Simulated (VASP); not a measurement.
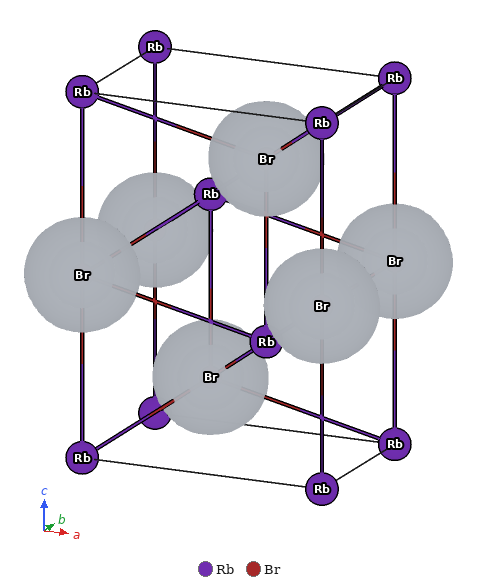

Figure. RbBr. Isosurface of the electron localisation function at 0.85 (grey), seen slightly off an axis. Only the valence region is drawn (cores and ρ < 0.01 e/Å³ removed). Sticks mark near contacts.

Space group R-3m; started from the CsCl prototype, which need not be the ambient phase; changed on purpose from its base cell (epitaxial 111 strain +5.0%).

Method: VASP 6.6.1, DFT, PBE, plane waves, PAW.

Describe the localisation domains.

Answer. The surface consists of three regions wrapped around Br (the valence shell of each), counted in one cell of 6 atoms. Regions shared between cells count once. Profiles from the grid: Rb–Br (3.46 Å): the ELF is about 0.10 at the midpoint (a largely ionic contact). Rb–Br (3.72 Å): the ELF is about 0.05 at the midpoint (an ionic contact with no shared pair).
